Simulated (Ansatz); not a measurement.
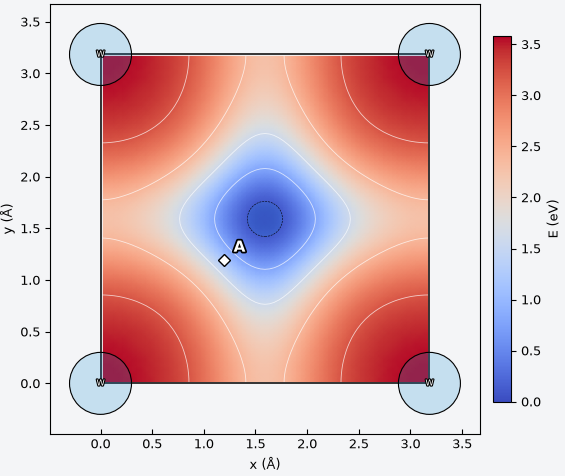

Si on a W(100) slab cut from the Im-3m phase, its upper half relaxed before the scan (16 atoms of substrate and one adsorbate in a 2 × 2 cell). Si is moved over the surface cell; relaxed at each place: the height of the adsorbate's atoms; substrate rigid; the origin of the map has the adsorbate above W13. Places are given modulo a cell vector. The map is drawn in real space over the plane of the surface. Grid: 8 × 8 points; 15 points were computed and 49 follow by symmetry. Places are given in fractions of the 1 × 1 surface cell. Energies: eV, counted from the lowest grid point. Computed with DFT PBE, scalar-relativistic, plane waves, PAW (Ansatz 0.2.0). Settings: cutoff 420 eV, k-mesh 4×4×1, gaussian smearing 0.1 eV, no spin polarisation.

Drawn: a smooth colour map with a few white contour lines, labelled circles for the atoms of the top layer and small ones for the second layer, the outline of one cell of the plane, the point A. Between grid points the surface is interpolated.

Which way does the force act at A, and how strong is it?

Answer. A, at (3/8, 3/8) of the cell vectors, is not a stationary point. The computed force is 3.6 eV/Å in the plane, pointing up and right in the picture (components 2.5 and 2.5 eV/Å).

PAW datasets: the set soft_1.
